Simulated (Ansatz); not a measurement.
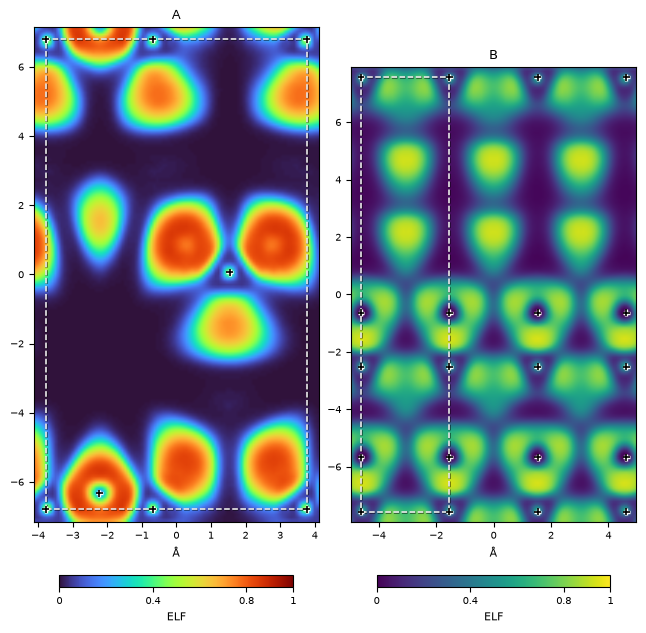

The ELF of 2 systems, each on a plane through atoms (crosses mark nuclei in the plane).

The calculation used DFT, r2SCAN, plane-wave PAW, default files, scalar-relativistic (Ansatz).

System 1: SiO2, the (101) plane of the conventional cell. Space group Pmma; a structure from a database of computed crystals, not necessarily the ambient phase.

```
Si O
1.0
     9.77799    0.00000    0.00000
     0.00000    7.54459    0.00000
     0.00000    0.00000    9.44051
Si O
12 24
Direct
  0.09073 0.20468 0.36645
  0.59073 0.79532 0.63355
  0.90927 0.20468 0.63355
  0.40927 0.79532 0.36645
  0.90927 0.79532 0.63355
  0.40927 0.20468 0.36645
  0.09073 0.79532 0.36645
  0.59073 0.20468 0.63355
  0.08954 0.50000 0.14111
  0.58954 0.50000 0.85889
  0.91046 0.50000 0.85889
  0.41046 0.50000 0.14111
  0.05285 0.32459 0.23136
  0.55285 0.67541 0.76864
  0.94715 0.32459 0.76864
  0.44715 0.67541 0.23136
  0.94715 0.67541 0.76864
  0.44715 0.32459 0.23136
  0.05285 0.67541 0.23136
  0.55285 0.32459 0.76864
  0.25000 0.23002 0.40697
  0.75000 0.76998 0.59303
  0.75000 0.23002 0.59303
  0.25000 0.76998 0.40697
  0.05990 0.00000 0.32823
  0.55990 0.00000 0.67177
  0.94010 0.00000 0.67177
  0.44010 0.00000 0.32823
  0.00000 0.26551 0.50000
  0.50000 0.73449 0.50000
  0.00000 0.73449 0.50000
  0.50000 0.26551 0.50000
  0.00000 0.50000 0.00000
  0.50000 0.50000 0.00000
  0.25000 0.50000 0.10134
  0.75000 0.50000 0.89866
```

System 2: SiC, the (010) plane of the conventional cell. Space group P6₃mc.

Which map belongs to which system?

Panel A is system 1, SiO2: the plane holds Si and O. Si–O (1.61 Å): the ELF peaks at about 0.85 between the atoms: a polar covalent bond. Panel B is system 2, SiC: the plane holds Si and C. Si–C (1.89 Å): the ELF peaks at about 0.95 between the atoms; localised, covalent bonding.
